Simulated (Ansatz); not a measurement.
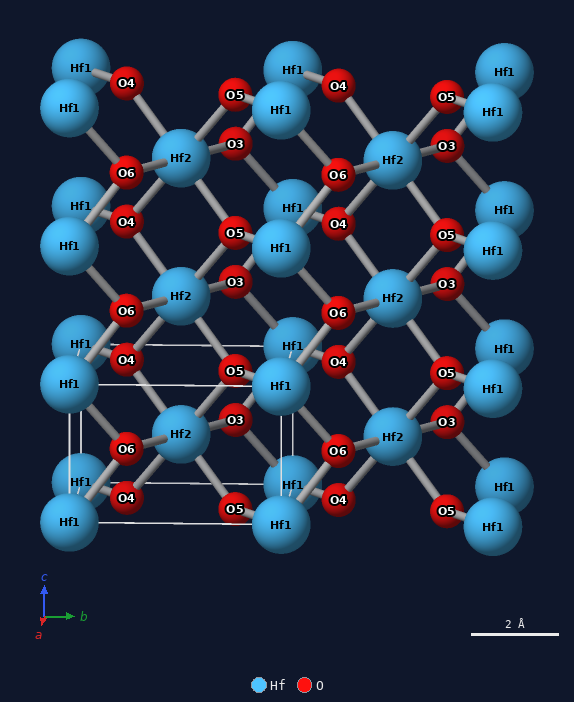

**Figure 1.** The structure (ball-and-stick view of the cell of the calculation, repeated 1 × 2 × 3, seen at an oblique angle; atoms are numbered from 1 in the order of the input). An atom can appear more than once, as a periodic image. Near neighbours in the periodic cell (some may lie outside the picture): Hf has 6 O at 2.16 Å; O has 3 Hf at 2.16 Å.

# HfO2: a changed input and its effect

System: HfO2 (Pnnm, 6 atoms in the cell).
Method of the first run: DFT PBE, scalar-relativistic, plane waves, PAW, PAW set soft_1, no spin polarisation (Ansatz 0.2.0).

The structure derives from a Materials Project entry. Text and figures count atoms from 1; the logs count them from 0 in places.

**Input, the first run**
```yaml
crystal:
  lattice:
    - [4.8812150602, 0.0, 0.0]
    - [0.0, 4.8812150602, 0.0]
    - [0.0, 0.0, 3.2378896156]
  atoms:
    - { symbol: Hf, position: [0.0, 0.0, 0.0] }
    - { symbol: Hf, position: [0.5, 0.5, 0.5] }
    - { symbol: O, position: [0.1267305643, 0.7370983459, 0.5] }
    - { symbol: O, position: [0.3732694357, 0.2370983459, 0.0] }
    - { symbol: O, position: [0.6267305643, 0.7629016541, 0.0] }
    - { symbol: O, position: [0.8732694357, 0.2629016541, 0.5] }
basis:
  ecutwfc: 520.0
kpoints:
  mp_grid: { grid: [6, 6, 8] }
hamiltonian:
  xc: pbe
  pseudopotentials: { kind: paw, azcp: { folder: soft_1 } }
scf:
  occupations: { method: gaussian, width: 0.05 }
output:
  forces: true
  stress: true
  eigenvalues: true
```

Command:
```bash
ansatz run input.yaml --threads 2 --pin off --max-ram 4096MiB --backend cpu --events-out ev --progress --plain --runs-dir out
```

Hardware: 2 threads of Arm Neoverse N1, 98 GiB of memory available, shared host.

**Output, shortened to warnings, some set-up lines, iterations and results (the first run)**
```
Basis set: ecut = 520 eV, 2065 PW (Γ), exchange–correlation on 80×80×50 points (8 copies of the dense FFT grid, shifted against one another)
Symmetry: 8 space group operations
k-points: 80 of 288
Initial density: superposition of atomic densities (chi_scale 0.1, normalization cell, long waves kept (reshape's long-wave potential 0.00 eV rms))
[...]
SCF iter   1: F=—  HF=-33725.304926 eV  |F-HF|=—  |Δ(HF+E_count)|=         —  Δρ=8.65e-2  dr2=4.59e0  ethr=3.10e-3  ⟨swp⟩=5.9  Hψ=11893  notcnv=0  defer=2
SCF iter   2: F=—  HF=-33724.319683 eV  |F-HF|=—  |Δ(HF+E_count)|=   9.85e-1  Δρ=4.00e-2  dr2=1.09e0  ethr=3.10e-3  ⟨swp⟩=2.6  Hψ=7833  notcnv=0  defer=145
SCF iter   3: F=—  HF=-33724.063886 eV  |F-HF|=—  |Δ(HF+E_count)|=   2.56e-1  Δρ=2.20e-2  dr2=3.25e-1  ethr=1.43e-3  ⟨swp⟩=2.0  Hψ=6288  notcnv=0  defer=65
SCF iter   4: F=—  HF=-33724.025395 eV  |F-HF|=—  |Δ(HF+E_count)|=   3.85e-2  Δρ=7.69e-3  dr2=2.53e-2  ethr=4.28e-4  ⟨swp⟩=2.6  Hψ=7191  notcnv=0  defer=65
SCF iter   5: F=—  HF=-33724.045323 eV  |F-HF|=—  |Δ(HF+E_count)|=   1.99e-2  Δρ=3.78e-3  dr2=1.11e-2  ethr=3.33e-5  ⟨swp⟩=2.0  Hψ=6440  notcnv=0  defer=80
SCF iter   6: F=—  HF=-33724.039795 eV  |F-HF|=—  |Δ(HF+E_count)|=   5.53e-3  Δρ=8.34e-4  dr2=4.52e-4  ethr=1.46e-5  ⟨swp⟩=2.0  Hψ=6604  notcnv=0  defer=80
SCF iter   7: F=—  HF=-33724.040600 eV  |F-HF|=—  |Δ(HF+E_count)|=   8.05e-4  Δρ=4.75e-4  dr2=1.39e-4  ethr=5.95e-7  ⟨swp⟩=2.0  Hψ=6564  notcnv=0  defer=80
SCF iter   8: F=—  HF=-33724.040681 eV  |F-HF|=—  |Δ(HF+E_count)|=   8.11e-5  Δρ=7.50e-5  dr2=4.66e-6  ethr=1.83e-7  ⟨swp⟩=2.0  Hψ=6542  notcnv=0  defer=80
SCF iter   9: F=—  HF=-33724.040697 eV  |F-HF|=—  |Δ(HF+E_count)|=   1.55e-5  Δρ=1.51e-5  dr2=1.86e-7  ethr=6.13e-9  ⟨swp⟩=2.0  Hψ=6571  notcnv=0  defer=80
SCF iter  10: F=-33724.040697 eV  HF=-33724.040697 eV  |F-HF|=7.76e-9  |Δ(HF+E_count)|=   3.18e-7  Δρ=2.99e-6  dr2=6.64e-9  ethr=1.32e-10  ⟨swp⟩=10.8  Hψ=16491  notcnv=0
SCF 1 converged in 10 iterations: F = -33724.040697 eV  dr2 = 6.64e-9
SCF converged after 10 iterations
Free energy (F): -33724.040697 eV
Harris-Foulkes:  -33724.040697 eV  (|F-HF|=7.76e-9)
Internal energy: -33724.040697 eV  (E = F + TS)
E sigma→0 (E₀):  -33724.040697 eV
Fermi energy:    12.887719 eV
--- Per-component energies (eV) ---
  E_band       = -240.363276
  E_kinetic    = 1471.013122
  E_local      = -15335.783829  (includes V_loc(G=0)·N_el)
  E_nonlocal   = 336.785419
  E_hartree    = 7226.393373
  E_xc         = -815.276933
  E_vxc        = -869.481472  (∫ρ·V_xc dr)
  E_paw        = -16048.328543  (= ΣΔE_a)
  E_vpaw       = -295.686270  (= ΣTr[D̂ρ^β])
  E_aug_tail   = 0.001041  (compensation charges beyond the density's cutoff)
  E_ewald      = -10558.844347
  E_smearing   = -0.000000  (= −TS)
  E_closure    = -0.000000  (closes the sum)
  Σ components = -33724.040697   (vs F -33724.040697, Δ=0.00e0)
--- Forces (eV/Å), atoms counted from 1 ---
  atom   1  Hf     0.00000000     0.00000000    -0.00000000
  atom   2  Hf    -0.00000000     0.00000000    -0.00000000
  atom   3  O      0.51165126     1.42243896     0.00000000
  atom   4  O     -0.51165126     1.42243896    -0.00000000
  atom   5  O      0.51165126    -1.42243896     0.00000000
  atom   6  O     -0.51165126    -1.42243896    -0.00000000
  max |Σ_I F_I| component: 6.66e-16 eV/Å
--- Stress (GPa, compression-positive) ---
       -9.507189       0.000000       0.000000
        0.000000     -12.928562       0.000000
        0.000000       0.000000      -9.408615
  P = ⅓ Tr σ = -10.6148 GPa (-106.148 kbar)
```

For the second run the input was changed thus:
```diff
-basis:
-  ecutwfc: 520.0
-  xc: pbe
+  xc: r2scan
+  initial_density: { chi_scale: 0.3 }
```

What does this change do to the results?

The total energies belong to different methods, so their difference says nothing on which is more stable or more accurate. The gap on the mesh goes from 3.49 to 3.99 eV. The pressure goes from −10.61 to −15.79 GPa. The largest force goes from 1.512 to 1.689 eV/Å. The functional changes from PBE to r2SCAN. The SCF takes 15 iterations against 10. The plane waves at Γ go from 2065 to 1947. On the same kind of shared host the second run took about 3 times as long.

**Output, shortened to warnings, some set-up lines, iterations and results (the second run)**
```
Basis set: ecut = 500 eV, 1947 PW (Γ), exchange–correlation on 144×144×96 points (64 copies of the dense FFT grid, shifted against one another)
Symmetry: 8 space group operations
k-points: 80 of 288
Initial density: superposition of atomic densities (chi_scale 0.3, normalization cell, long waves kept (reshape's long-wave potential 0.00 eV rms))
[...]
SCF iter   1: F=—  HF=-33860.167390 eV  |F-HF|=—  |Δ(HF+E_count)|=         —  Δρ=8.29e-1  dr2=7.26e2  dr2_τ=4.68e1  ethr=3.10e-3  ⟨swp⟩=6.0  Hψ=15165  notcnv=0  defer=5
SCF iter   2: F=—  HF=-34023.281071 eV  |F-HF|=—  |Δ(HF+E_count)|=    1.63e2  Δρ=2.43e0  dr2=3.90e3  dr2_τ=4.40e2  ethr=3.10e-3  ⟨swp⟩=15.9  Hψ=37393  notcnv=0  defer=484  …
SCF iter   3: F=—  HF=-33777.897202 eV  |F-HF|=—  |Δ(HF+E_count)|=    2.45e2  Δρ=3.00e-1  dr2=5.61e1  dr2_τ=3.13e1  ethr=3.10e-3  ⟨swp⟩=10.7  Hψ=29929  notcnv=0  defer=117
SCF iter   4: F=—  HF=-33765.981830 eV  |F-HF|=—  |Δ(HF+E_count)|=    1.19e1  Δρ=2.10e-1  dr2=1.97e1  dr2_τ=6.46e-1  ethr=3.10e-3  ⟨swp⟩=4.5  Hψ=9377  notcnv=0  defer=137
SCF iter   5: F=—  HF=-33758.118411 eV  |F-HF|=—  |Δ(HF+E_count)|=    7.86e0  Δρ=1.50e-1  dr2=9.04e0  dr2_τ=6.92e-1  ethr=3.10e-3  ⟨swp⟩=4.1  Hψ=8240  notcnv=0  defer=137
[... 6 lines ...]
SCF iter  12: F=—  HF=-33753.030595 eV  |F-HF|=—  |Δ(HF+E_count)|=   5.62e-5  Δρ=9.59e-5  dr2=3.20e-6  dr2_τ=3.59e-7  ethr=6.65e-8  ⟨swp⟩=2.3  Hψ=6684  notcnv=0  defer=80
SCF iter  13: F=—  HF=-33753.030595 eV  |F-HF|=—  |Δ(HF+E_count)|=   5.83e-7  Δρ=2.26e-5  dr2=1.23e-7  dr2_τ=2.60e-8  ethr=4.21e-9  ⟨swp⟩=2.1  Hψ=6564  notcnv=0  defer=80
SCF iter  14: F=—  HF=-33753.030595 eV  |F-HF|=—  |Δ(HF+E_count)|=   1.81e-7  Δρ=1.42e-5  dr2=1.22e-7  dr2_τ=1.05e-8  ethr=1.32e-10  ⟨swp⟩=13.0  Hψ=21535  notcnv=0
SCF iter  15: F=-33753.030595 eV  HF=-33753.030595 eV  |F-HF|=4.22e-10  |Δ(HF+E_count)|=   2.97e-8  Δρ=9.88e-7  dr2=2.33e-10  dr2_τ=1.02e-10  ethr=1.32e-10  ⟨swp⟩=2.8  …
SCF 1 converged in 15 iterations: F = -33753.030595 eV  dr2 = 2.33e-10
SCF converged after 15 iterations
Free energy (F): -33753.030595 eV
Harris-Foulkes:  -33753.030595 eV  (|F-HF|=4.22e-10)
Internal energy: -33753.030595 eV  (E = F + TS)
E sigma→0 (E₀):  -33753.030595 eV
Fermi energy:    12.756955 eV
--- Per-component energies (eV) ---
  E_band       = -298.094231
  E_kinetic    = 1474.893201
  E_local      = -15340.162075  (includes V_loc(G=0)·N_el)
  E_nonlocal   = 326.943143
  E_hartree    = 7230.354519
  E_xc         = -784.783993
  E_vxc        = -965.510126  (∫ρ·V_xc dr)
  E_paw        = -16101.947682  (= ΣΔE_a)
  E_vpaw       = -308.953947  (= ΣTr[D̂ρ^β])
  E_aug_tail   = 0.001297  (compensation charges beyond the density's cutoff)
  E_vtau       = 53.983990  (kinetic-family band-sum trace: ∫τ·v_τ [+ j·A + Jᵃ·Aᵃ] dr)
  E_ewald      = -10558.844347
  E_core_change = 0.515344  (= ΣΔE_core)
  E_smearing   = -0.000000  (= −TS)
  E_closure    = -0.000000  (closes the sum)
  Σ components = -33753.030595   (vs F -33753.030595, Δ=0.00e0)
--- Forces (eV/Å), atoms counted from 1 ---
  atom   1  Hf     0.00000000     0.00000000    -0.00000000
  atom   2  Hf    -0.00000000     0.00000000    -0.00000000
  atom   3  O      0.57679809     1.58796950     0.00000000
  atom   4  O     -0.57679809     1.58796950    -0.00000000
  atom   5  O      0.57679809    -1.58796950     0.00000000
  atom   6  O     -0.57679809    -1.58796950    -0.00000000
  max |Σ_I F_I| component: 2.22e-16 eV/Å
--- Stress (GPa, compression-positive) ---
      -14.596374       0.000000       0.000000
        0.000000     -18.210377       0.000000
        0.000000       0.000000     -14.554174
  P = ⅓ Tr σ = -15.7870 GPa (-157.870 kbar)
```

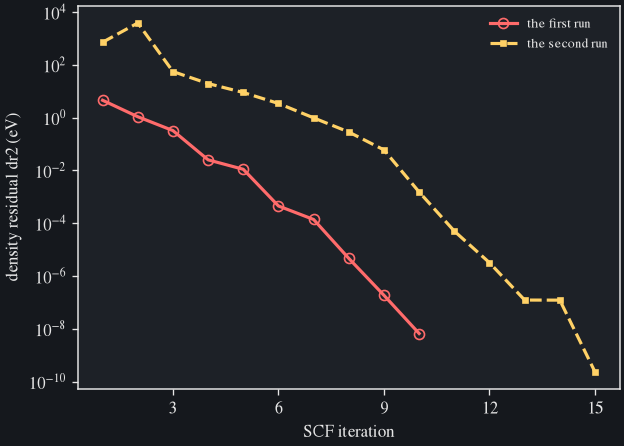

**Figure 2.** Convergence of the two runs: density residual dr2 against the SCF iteration. The first run takes 10 iterations in all, and the second run takes 15.

**The two runs side by side**

| quantity | the first run | the second run |
| --- | --- | --- |
| outcome | converged | converged |
| free energy per atom (eV) | −5620.6734 | −5625.5051 |
| gap on the mesh (eV) | 3.49 | 3.99 |
| pressure (GPa) | −10.61 | −15.79 |
| largest force (eV/Å) | 1.512 | 1.689 |
| SCF iterations | 10 | 15 |
| irreducible k-points | 80 | 80 |
| plane waves at Γ | 2065 | 1947 |
| wall time (shared host) | 26 s | 76 s |

For both runs: Spin–orbit coupling is left out, which matters for Hf. For the first run: The cell is under a tension of 10.6 GPa at this level, so it is not at its equilibrium volume. For the second run: The cell is under a tension of 15.8 GPa at this level, so it is not at its equilibrium volume.
